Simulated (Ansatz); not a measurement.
# How many bands does the GW gap of ZrSe2 (1T monolayer) need?

How do accuracy and time trade against each other in G0W0 on ZrSe2 (1T monolayer)?

Main program and level: Ansatz 0.2.0; G0W0 on LDA, plane waves, PAW.

### 1. The starting structure

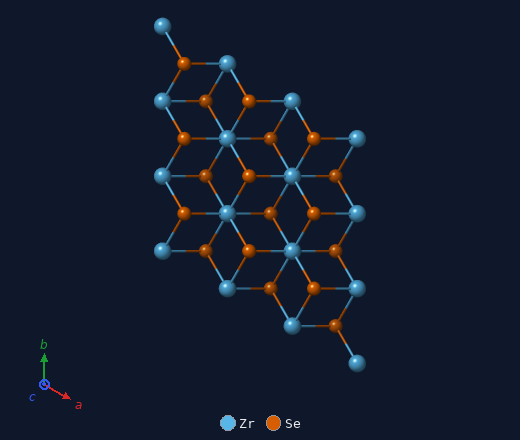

The cell as given, from above (zirconium blue, selenium orange). 3×3×1 cells are drawn. Some periodic images of atoms are drawn too.

The cell holds 3 atoms: 1 Zr and 2 Se. Its edges and angles: a = 3.718 Å, b = 3.718 Å, c = 29.400 Å, α = 90.0°, β = 90.0°, γ = 120.0°. Vacuum lies along c.

The structure was relaxed with LDA. The runs that relaxed it are not among those shown. The default PAW set here is soft_2. Its files were made with PBE. The Coulomb interaction is cut off across the vacuum.

### 2. 172 empty bands, screening to 36 eV

Now the one-shot GW correction: screening in the RPA, then the self-energy of the levels asked for.

input.yaml reads:

```yaml
crystal:
  lattice:
    - [3.7181811672, 0.0, 0.0]
    - [-1.8590905836, 3.2200393467, 0.0]
    - [0.0, 0.0, 29.4]
  atoms:
    - { symbol: Zr, position: [0.0, 0.0, 0.5] }
    - { symbol: Se, position: [0.3333333333, 0.6666666667, 0.5531120777] }
    - { symbol: Se, position: [0.6666666667, 0.3333333333, 0.4468879223] }
  periodic: [true, true, false]
kpoints:
  mp_grid: { grid: [6, 6, 1] }
hamiltonian:
  xc: lda
scf:
  occupations: { method: fixed }
gw:
  n_empty_bands: 172
  ecut_chi: 36
  qp_bands: [v2, c2]
  qp_kpoints: band_edges
  screening: { model: contour_deformation }
```

Run with:

```sh
$ ansatz run input.yaml --threads 4 --pin off --max-ram 17510MiB --backend cpu --events-out ev --progress --plain --runs-dir out
```

Numbers of over 12 decimals in the logs are rounded to 6 here.

Output:

```text
Engine: ansatz 0.2.0, aarch64-unknown-linux-gnu
Pseudopotentials: kind: paw
Pseudopotential: Zr, paw, valence charge 12, recommended cutoff 420 eV (normal), Zr.paw.azcp
Pseudopotential: Se, paw, valence charge 16, recommended cutoff 420 eV (normal), Se.paw.azcp
Functional definition: SPW92
  exchange = slater_x
  correlation = pw_c
Crystal: 3 atoms, lattice volume = 351.997 Å³
Basis set: ecut = 420 eV, 6879 PW (Γ)
Bands: 27, of which v1, the nominal top of the filled ones, is band 22 counted from 1 (21 counted from 0)
Symmetry: 12 space group operations
Space group: P-3m1 (ITA 164), of the structure as read, at distance tolerance 7.1e-5 Å
k-points: 7 of 36
Non-local potential: Zr, projectors of the file, l = 0: 3, l = 1: 2, l = 2: 2, l = 3: 2
Non-local potential: Se, projectors of the file, l = 0: 2, l = 1: 2, l = 2: 3, l = 3: 1
PAW form: soft (Blöchl's): semilocal exchange-correlation on the pseudo side does not see the compensation charge
PAW frozen core: Zr, regenerated for the run's functional, and the local potential with it (the file was generated under x = pbe(κ = 0.804, μ = 0.219515), c = pbe(β = 0.066725))
PAW frozen core: Se, regenerated for the run's functional, and the local potential with it (the file was generated under x = pbe(κ = 0.804, μ = 0.219515), c = pbe(β = 0.066725))
PAW one-centre angular grid: Zr, 590 points (default); XC on 64 Gauss nodes
PAW one-centre angular grid: Se, 590 points (default); XC on 64 Gauss nodes
Initial density: superposition of atomic densities (neutral atoms: chi_scale 0, normalization atom), corrected by the library's trained network
Initial wavefunctions: pseudopotential atomic-orbital guess
Functional: x = slater, c = lda
SCF iter   1: F=—  HF=-14847.831509 eV  |F-HF|=—  |Δ(HF+E_count)|=         —  Δρ=2.12e-3  dr2=5.73e-3  ethr=1.77e-3  ⟨swp⟩=6.0  Hψ=778  notcnv=0  defer=20
preconditioner: auto → Resta (q_TF=auto, 1.929 Å⁻¹)  ε∞=2.0  [insulator: Δε(μ)=0.300 eV  Ē_g=8.000 eV  n_scr=18 (ndim 8)  ℏωp=7.9 eV  f_vac=0.770  ε∞_Penn≈2.0  vacuum switching on, ρ_ref=4.6e-3 e/Å³]
SCF iter   2: F=—  HF=-14847.827276 eV  |F-HF|=—  |Δ(HF+E_count)|=   4.23e-3  Δρ=1.08e-3  dr2=1.52e-3  ethr=1.30e-5  ⟨swp⟩=3.7  Hψ=516  notcnv=0  defer=20
SCF iter   3: F=—  HF=-14847.827773 eV  |F-HF|=—  |Δ(HF+E_count)|=   4.97e-4  Δρ=3.35e-4  dr2=1.33e-3  ethr=3.45e-6  ⟨swp⟩=3.1  Hψ=324  notcnv=0  defer=20
SCF iter   4: F=—  HF=-14847.827564 eV  |F-HF|=—  |Δ(HF+E_count)|=   2.09e-4  Δρ=7.75e-5  dr2=2.07e-5  ethr=3.02e-6  ⟨swp⟩=2.7  Hψ=264  notcnv=0  defer=20
SCF iter   5: F=—  HF=-14847.827575 eV  |F-HF|=—  |Δ(HF+E_count)|=   1.12e-5  Δρ=2.05e-5  dr2=1.48e-6  ethr=4.71e-8  ⟨swp⟩=3.3  Hψ=367  notcnv=0  defer=20
SCF iter   6: F=—  HF=-14847.827577 eV  |F-HF|=—  |Δ(HF+E_count)|=   1.60e-6  Δρ=6.58e-6  dr2=2.19e-7  ethr=3.37e-9  ⟨swp⟩=2.7  Hψ=375  notcnv=0  defer=20
SCF iter   7: F=-14847.827577 eV  HF=-14847.827577 eV  |F-HF|=1.06e-7  |Δ(HF+E_count)|=   1.25e-7  Δρ=3.08e-6  dr2=3.16e-8  ethr=2.27e-10  ⟨swp⟩=15.1  Hψ=924  notcnv=0
SCF 1 converged in 7 iterations: F = -14847.827577 eV  dr2 = 3.16e-8
  greatest PAW one-centre occupation: 1.000 electrons in one spin orbital (limit 2), on the Se atom at site 2 (counted from 0), in its partial waves of l = 2
NSCF: frozen V_eff on 7 k-points
G₀W₀ screening: q 1/7
[... further progress lines ...]
SCF converged after 7 iterations
Free energy (F): -14847.827577 eV
Harris-Foulkes:  -14847.827577 eV  (|F-HF|=1.06e-7)
Internal energy: -14847.827577 eV  (E = F + TS)
E sigma→0 (E₀):  -14847.827577 eV
Fermi energy:    -5.679992 eV
--- Per-component energies (eV) ---
  E_band       = -1534.427206
  E_kinetic    = 573.972768
  E_local      = -89234.666313  (includes V_loc(G=0)·N_el)
  E_nonlocal   = -1096.940020
  E_hartree    = 44133.389219
  E_xc         = -369.146333
  E_vxc        = -389.468512  (∫ρ·V_xc dr)
  E_paw        = -6501.642384  (= ΣΔE_a)
  E_vpaw       = 345.872060  (= ΣTr[D̂ρ^β])
  E_aug_tail   = -0.001186  (compensation charges beyond the density's cutoff)
  E_ewald      = 37642.401547
  E_core_change = 4.805125  (= ΣΔE_core)
  E_smearing   = -0.000000  (= −TS)
  E_closure    = -0.000000  (closes the sum)
  Σ components = -14847.827577   (vs F -14847.827577, Δ=0.00e0)
--- Band table (eV; the first three rows and the last of 7) ---
  k-point 0: bands = [... 18 lower, -8.3528, -6.9953, -5.6800, -5.6800, -4.6805, -4.6805, -4.0821, -1.1810, ... 1 higher]
  k-point 1: bands = [... 18 lower, -8.2249, -7.4274, -6.4982, -6.4255, -4.7278, -3.8510, -3.5614, -2.0403, ... 1 higher]
  k-point 2: bands = [... 18 lower, -8.5908, -8.1905, -6.9450, -6.8229, -5.2015, -3.2406, -2.9847, -1.3319, ... 1 higher]
  k-point 6: bands = [... 18 lower, -9.3423, -7.9467, -7.9467, -7.8032, -3.8801, -3.2685, -3.2685, -1.1541, ... 1 higher]
--- G₀W₀: contour deformation, 8 samples at zero and on the imaginary axis and 2 off it, 36 q-points, 172 empty bands' worth ---
  eigenvalues of the whole cell's RPA ε∞ on this k-mesh (on a slab, of 1 + 4πα/V) = 1.1709, 6.7717, 6.7717; static W/v taken at q = 0 is 0.364424
  bands read: the sum over 194 bands ends inside a degenerate multiplet in 1 slot, whose members it reads at an even weight; the widest, k=6: bands 194 to 195 (counted from 1) at 1/2 each
  gw.qp_kpoints: band_edges: 6 of 7 stored k-points solved, in 1 pass; an edge of the gap read off the rows below is read off those points alone
    valence top: of the k-points left out ik 6 came nearest to being solved in a further pass, in band 22 (counted from 1, as in the quasiparticle table): it holds the edge there only if its correction is more favourable than any solved in that band by at least 2.120 eV; those differ by 0.192 eV
    conduction bottom: of the k-points left out ik 6 came nearest to being solved in a further pass, in band 23 (counted from 1, as in the quasiparticle table): it holds the edge there only if its correction is more favourable than any solved in that band by at least 1.498 eV; those differ by 0.085 eV
  `?` marks the rows in doubt; gw_qp.tsv's column doubts and the gw_qp event give each row's grounds
    ik  band        ε_KS         Σx   Σc(E_QP)       V_xc       Z   E_QP_lin       E_QP  E_QP is
     0    21     -5.6800   -17.5599     1.6658   -16.1235  0.6951    -5.4534    -5.4505  root
     0    22     -5.6800   -17.5599     1.6658   -16.1235  0.6951    -5.4534    -5.4505  root
     0    23     -4.6805   -10.6853    -4.6750   -16.2990  0.6780    -3.5660    -3.7418  root ?
     0    24     -4.6805   -10.6853    -4.6750   -16.2990  0.6780    -3.5660    -3.7418  root ?
     1    21     -6.4982   -16.8497     2.1178   -14.7937  0.6808    -6.4366    -6.4364  root
     1    22     -6.4255   -16.8374     1.4227   -15.6473  0.6850    -6.1959    -6.1928  root
     1    23     -4.7278   -10.4282    -4.4142   -15.7405  0.6788    -3.6910    -3.8297  root ?
     1    24     -3.8510   -11.2758    -4.6372   -16.8491  0.6643    -2.7731    -2.9148  root ?
     2    21     -6.9450   -17.1670     2.2815   -14.9476  0.6662    -6.8826    -6.8829  root
     2    22     -6.8229   -17.2705     1.9529   -15.4464  0.6789    -6.6954    -6.6941  root
     2    23     -5.2015   -10.1027    -4.0544   -15.0106  0.6854    -4.2421    -4.3480  root ?
     2    24     -3.2406   -10.9690    -5.5159   -17.4781  0.6526    -2.0666    -2.2475  root ?
     3    21     -7.2952   -17.0891     2.4482   -14.6391  0.6621    -7.2970    -7.2970  root
     3    22     -6.7819   -17.5563     2.1857   -15.4556  0.6818    -6.6975    -6.6970  root
     3    23     -5.3867   -10.3112    -3.8428   -15.0156  0.6867    -4.4444    -4.5250  root
     3    24     -3.0485   -11.0932    -5.9662   -18.0979  0.6456    -1.7958    -2.0100  root ?
     4    21     -7.5640   -16.8887     1.9654   -15.0898  0.6626    -7.3993    -7.3976  root
     4    22     -6.5682   -17.3735     2.2054   -15.2506  0.6782    -6.4862    -6.4857  root
     4    23     -4.3789   -10.2259    -4.8076   -15.9416  0.6682    -3.3264    -3.4708  root ?
     4    24     -3.9538   -10.5670    -4.2494   -15.6856  0.6706    -2.9812    -3.0846  root ?
     5    21     -7.8856   -17.1877     2.3913   -14.8853  0.6548    -7.7972    -7.7967  root
     5    22     -7.2655   -17.2840     2.4194   -14.9056  0.6624    -7.2253    -7.2245  root
     5    23     -4.4892   -10.5364    -4.2686   -15.6687  0.6744    -3.5083    -3.6255  root ?
     5    24     -3.3402   -10.5573    -5.2311   -16.7439  0.6551    -2.2346    -2.3847  root ?
```

Wall time 34 s (4 threads of Arm Neoverse V1, shared host); peak memory 1.2 GiB.

This step gave:

```yaml
bands_summed: 194
plane_waves_in_the_screening_matrix: 167
q_points_in_the_mesh: 36
g0w0_gap_on_the_mesh: 0.9255 eV
k_of_the_valence_top: 0, 0, 0
k_of_the_conduction_bottom: 0, -0.5, 0
starting_gap_on_the_mesh: 0.2933 eV
z_at_the_valence_top: 0.6951
z_at_the_conduction_bottom: 0.6867
least_direct_g0w0_gap_on_the_computed_points: 1.709 eV
```

The gap on the mesh goes from 0.29 eV to 0.93 eV, a correction of +0.63 eV. Between the two edge states, bare exchange in place of the xc potential would open the gap by 6.14 eV, and correlation takes back 5.51 eV.

### 3. 418 empty bands, screening to 65 eV

Another rung: the empty bands reach about as high as the screening cutoff, so the two stay in balance.

Changes to input.yaml since step 2:

```diff
@@ -16,5 +16,6 @@
   occupations: { method: fixed }
+  convergence: { dr2_threshold: 1.0e-10 }
 gw:
-  n_empty_bands: 172
-  ecut_chi: 36
+  n_empty_bands: 418
+  ecut_chi: 65.0
   qp_bands: [v2, c2]
```

Output:

```text
[...]
Crystal: 3 atoms, lattice volume = 351.997 Å³
Basis set: ecut = 420 eV, 6879 PW (Γ)
Bands: 27, of which v1, the nominal top of the filled ones, is band 22 counted from 1 (21 counted from 0)
Symmetry: 12 space group operations
[...]
k-points: 7 of 36
[...]
SCF iter   1: F=—  HF=-14847.831509 eV  |F-HF|=—  |Δ(HF+E_count)|=         —  Δρ=2.12e-3  dr2=5.73e-3  ethr=1.77e-3  ⟨swp⟩=6.0  Hψ=778  notcnv=0  defer=20
[...]
SCF iter  10: F=-14847.827577 eV  HF=-14847.827577 eV  |F-HF|=9.09e-12  |Δ(HF+E_count)|=  1.96e-10  Δρ=7.22e-8  dr2=2.43e-11  ethr=1.00e-12  ⟨swp⟩=15.3  Hψ=935  notcnv=0
SCF 1 converged in 10 iterations: F = -14847.827577 eV  dr2 = 2.43e-11
[...]
NSCF: frozen V_eff on 7 k-points
G₀W₀ screening: q 1/7
[... further progress lines ...]
SCF converged after 10 iterations
Free energy (F): -14847.827577 eV
[...]
Internal energy: -14847.827577 eV  (E = F + TS)
E sigma→0 (E₀):  -14847.827577 eV
Fermi energy:    -5.680287 eV
[...]
--- Band table (eV; the first three rows and the last of 7) ---
  k-point 0: bands = [... 18 lower, -8.3531, -6.9956, -5.6803, -5.6803, -4.6808, -4.6808, -4.0824, -1.1813, ... 1 higher]
  k-point 1: bands = [... 18 lower, -8.2252, -7.4277, -6.4985, -6.4258, -4.7281, -3.8513, -3.5617, -2.0406, ... 1 higher]
  k-point 2: bands = [... 18 lower, -8.5911, -8.1908, -6.9453, -6.8232, -5.2018, -3.2409, -2.9850, -1.3322, ... 1 higher]
  k-point 6: bands = [... 18 lower, -9.3426, -7.9469, -7.9469, -7.8034, -3.8805, -3.2688, -3.2688, -1.1544, ... 1 higher]
[...]
0    21     -5.6803   -17.5599     1.3719   -16.1235  0.6881    -5.7449    -5.7447  root
     0    22     -5.6803   -17.5599     1.3719   -16.1235  0.6881    -5.7449    -5.7447  root
     0    23     -4.6808   -10.6853    -4.8467   -16.2990  0.6723    -3.8423    -3.9140  root
     0    24     -4.6808   -10.6853    -4.8467   -16.2990  0.6723    -3.8423    -3.9140  root
     1    21     -6.4985   -16.8496     1.8775   -14.7937  0.6740    -6.6793    -6.6770  root
     1    22     -6.4258   -16.8373     1.1529   -15.6474  0.6786    -6.4629    -6.4628  root
     1    23     -4.7281   -10.4282    -4.5957   -15.7405  0.6732    -3.9544    -4.0116  root
     1    24     -3.8513   -11.2758    -4.8514   -16.8491  0.6584    -3.0676    -3.1295  root
[...]
5    21     -7.8859   -17.1877     2.1670   -14.8853  0.6488    -8.0224    -8.0213  root
     5    22     -7.2658   -17.2840     2.1912   -14.9056  0.6555    -7.4563    -7.4530  root
     5    23     -4.4895   -10.5365    -4.4632   -15.6687  0.6686    -3.7712    -3.8204  root
     5    24     -3.3405   -10.5573    -5.4352   -16.7438  0.6503    -2.5211    -2.5892  root
```

The job ended after 2.3 min (4 threads; peak memory 2.6 GiB; 9 min of CPU time).

This step gave:

| Quantity | Value |
| --- | --- |
| bands summed | 440 |
| plane waves in the screening matrix | 465 |
| q-points in the mesh | 36 |
| G0W0 gap on the mesh | 1.020 eV |
| k of the valence top | 0, 0, 0 |
| k of the conduction bottom | 0, -0.5, 0 |
| starting gap on the mesh | 0.2933 eV |
| Z at the valence top | 0.6881 |
| Z at the conduction bottom | 0.6813 |
| least direct G0W0 gap on the computed points | 1.831 eV |

Against the run with 6×6×1 mesh, 172 empty bands, screening to 36 eV, the gap moves by +0.09 eV.

### 4. The runs together

Times are wall times on 4 threads of Arm Neoverse V1, shared host, good to a factor of about two.

```
 mesh        files            frequency  bands summed  cutoff (eV)  start (eV)  G0W0 (eV)     time  host memory (GiB)
6×6×1  default PAW  contour deformation           194           36       0.293      0.926     34 s                1.2
6×6×1  default PAW  contour deformation           440           65       0.293      1.020  2.3 min                2.6
```

The parts of the quasiparticle energy at the two band edges (eV; QP = start + Σx + Σc − Vxc):

```
      run               edge  start      Σx     Σc     Vxc     Z     QP
194 bands        valence top  -5.68  -17.56   1.67  -16.12  0.70  -5.45
194 bands  conduction bottom  -5.39  -10.31  -3.84  -15.02  0.69  -4.53
440 bands        valence top  -5.68  -17.56   1.37  -16.12  0.69  -5.74
440 bands  conduction bottom  -5.39  -10.31  -4.04  -15.02  0.68  -4.72
```

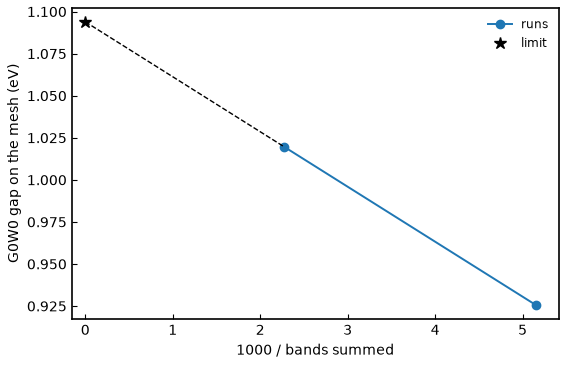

The gap against one over the number of bands; the dashed line carries the two highest rungs to the limit.

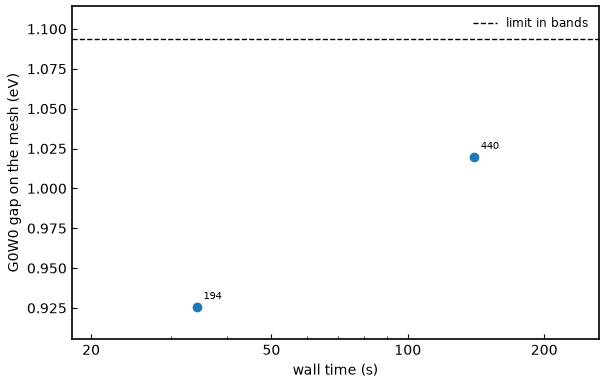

Result against wall time.

### 5. Outcome

| Property | Result |
| --- | --- |
| 194 bands, 36 eV | 0.926 eV |
| 440 bands, 65 eV | 1.020 eV |
| estimated limit in bands and cutoff | 1.09 eV |
| mesh and start | 6×6×1, LDA |

A line in one over the bands through the two rungs gives 1.09 eV, +0.07 eV from the top rung; with two points alone it is an unchecked estimate. The rungs stand 0.17 eV (194 bands) and 0.07 eV (440 bands) from it. From 194 to 440 bands the gap moves by +0.09 eV while the time grows 4.1-fold. Σc changes by −0.29 eV at the valence top and −0.20 eV at the conduction bottom, so the levels themselves move more than the gap between them. The mesh in the plane is coarse for a sheet; gap and any exciton binding can still move on denser ones. The many-body steps are scalar-relativistic: spin-orbit coupling is not in them.

[Paths, hosts, dates, memory and timing lines, banners, echoed tables and standing remarks are left out of the program output.]

[Logs are printed without paths, hosts, clocks, repeated set-up lines and the standing remarks that a program may print on its own settings, such as how far it seeks lower states.]

[Runs of the session that timed out or met a known fault of the program may be left out.]

[Cells called generated may have been cut or substituted from an entry of the Crystallography Open Database or the Materials Project.]

[Hosts, paths, dates, database ids (printed as entryN), source tags and the programs' standing remarks are cut or masked in the printed files.]
